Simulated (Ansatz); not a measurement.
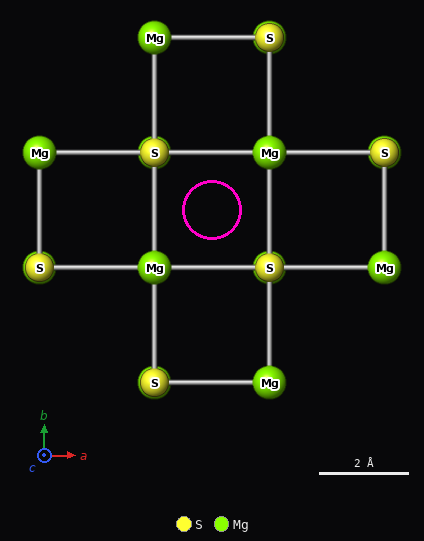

Perfect MgS. The picture is a ball-and-stick view of the atoms within 5.4 Å of one point, in a slice 5.0 Å thick across the line of sight, seen along the c axis.

These are results of DFT, PBEsol, PAW, plane waves (Ansatz 0.2.0), not measurements. (plane-wave cutoff 420 eV; k-point mesh 1 × 1 × 1; mesh shifted by (0.25, 0.25, 0.25); collinear spin) Fermi-Dirac smearing of 0.01 eV. A uniform background neutralises the charged cell. The axes drawn are those of the host's conventional cell.

An extra magnesium atom is put between the host's atoms (an interstitial) at the ringed place, in charge state −1. The supercell has 64 sites, and the atoms are relaxed at the host's cell.

**How do the neighbours respond?**

The Mg atom starts with 4 Mg at 2.24 to 2.25 Å, 4 S at 2.24 to 2.25 Å around its place and ends with 4 S at 2.33 to 2.36 Å, 4 Mg at 2.67 to 2.72 Å. Of the host's atoms, a magnesium atom moves furthest from its site, by 0.49 Å. The Mg atom itself moves 0.09 Å from where it was put. The cell's net moment is 1.00 μB.

The relaxed defect, seen from the same direction:

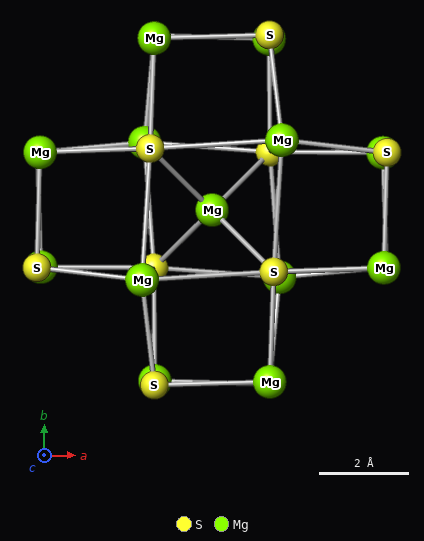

Limits of the set-up: the cell is charged, on a uniform background, and energies carry no finite-size correction.
